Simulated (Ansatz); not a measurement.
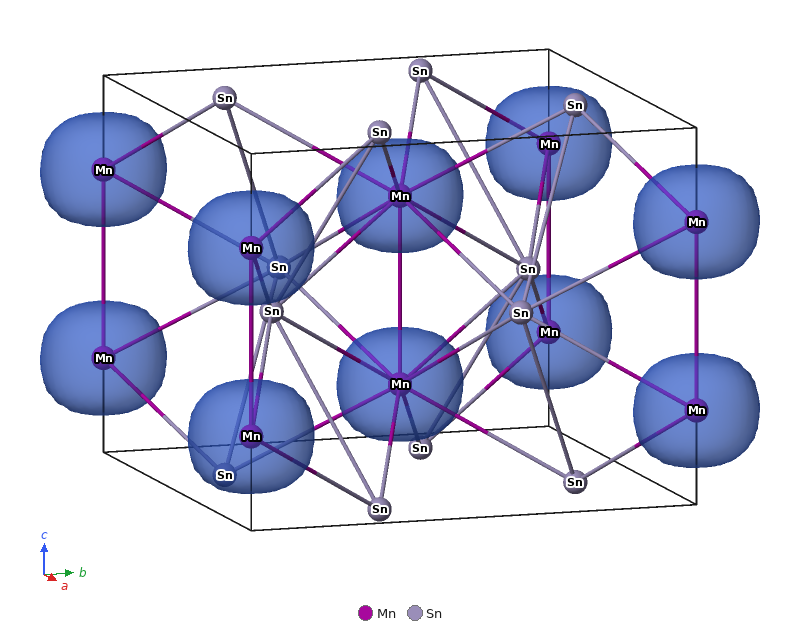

Figure 1: MnSn2. Isosurfaces of the spin density (up minus down) at +0.2 (blue) and −0.2 e/Å³ (red), seen slightly off an axis. Sticks mark near contacts.

Space group I4/mcm; not relaxed (largest force 0.3 eV/Å); spin-polarised.

Level of theory: Ansatz 0.2.0, DFT r2SCAN, scalar-relativistic, plane waves, PAW.

The density is the valence pseudo-density of a PAW calculation; it isn't the true density close to the nuclei.

```yaml
crystal:
  lattice:
    - [6.64600, 0.00000, 0.00000]
    - [0.00000, 6.64600, 0.00000]
    - [0.00000, 0.00000, 5.42500]
  atoms:
    - { symbol: Mn, position: [0.00000, 0.00000, 0.25000] }
    - { symbol: Mn, position: [0.50000, 0.50000, 0.75000] }
    - { symbol: Mn, position: [0.00000, 0.00000, 0.75000] }
    - { symbol: Mn, position: [0.50000, 0.50000, 0.25000] }
    - { symbol: Sn, position: [0.15900, 0.65900, 0.00000] }
    - { symbol: Sn, position: [0.65900, 0.15900, 0.50000] }
    - { symbol: Sn, position: [0.34100, 0.15900, 0.00000] }
    - { symbol: Sn, position: [0.84100, 0.65900, 0.50000] }
    - { symbol: Sn, position: [0.84100, 0.34100, 0.00000] }
    - { symbol: Sn, position: [0.34100, 0.84100, 0.50000] }
    - { symbol: Sn, position: [0.15900, 0.34100, 0.50000] }
    - { symbol: Sn, position: [0.65900, 0.84100, 0.00000] }
```

> Which atoms carry the moments, and with what signs?

The spin density sits on Mn: +3.2 μB (×4) in one cell of 12 atoms, with smaller moments on other sites: Sn (up to −0.12 μB): parallel moments (a ferromagnetic arrangement) in this solution. The cell of the calculation (6 atoms) carries 5.5 μB of net spin moment. Only one sign reaches the isovalue.
